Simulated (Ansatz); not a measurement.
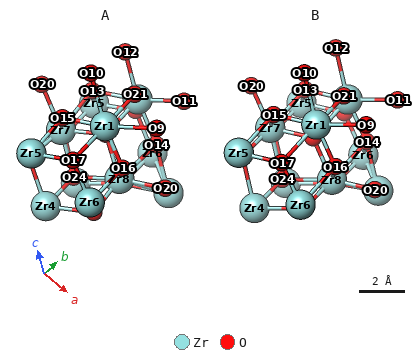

Two geometries of a defect cell of composition Zr$_{9}$O$_{16}$, drawn at one scale. One is the start of a relaxation, the other its converged end. The picture is a ball-and-stick view of the atoms within 4.2 Å of the atom that moves most (axes of the cell of the calculation), seen slightly off an axis.

Level of theory: Ansatz, DFT PBE, scalar-relativistic, plane waves, PAW. (plane-wave cutoff 420 eV; k-point mesh 2 × 2 × 2; occupations gaussian; smearing width 0.02 eV; no spin polarisation; atoms relaxed in a fixed cell; force threshold 0.02 eV/Å; at most 60 steps)

**Which one is relaxed?**

Structure A is the relaxed one. Case: Zr interstitial, charge +0, atoms relaxed. The atoms of the start lie slightly off their symmetric places, so part of the fall in energy undoes that. The largest moves, 0.20 Å, are those of O atoms. By element the largest moves are O 0.20 Å, Zr 0.14 Å. The lattice vectors keep their values. Some distances before and after: Zr–Zr 2.468 → 2.701 Å, O–Zr 2.038 → 2.243 Å, Zr–Zr 3.621 → 3.422 Å, O–Zr 2.431 → 2.252 Å. Bond angles that change, for instance: Zr–O–Zr 121.3° → 109.4°, Zr–O–Zr 60.9° → 69.9°, Zr–O–Zr 121.3° → 112.4°. Over 5 geometry steps the energy falls by 3.106 eV per cell of the calculation. Largest force component: 4.5 eV/Å at the start, 0.013 eV/Å at the end.

Limits of the set-up: the periodic images lie only 7.2 Å apart, so the values are limited by the cell's size.
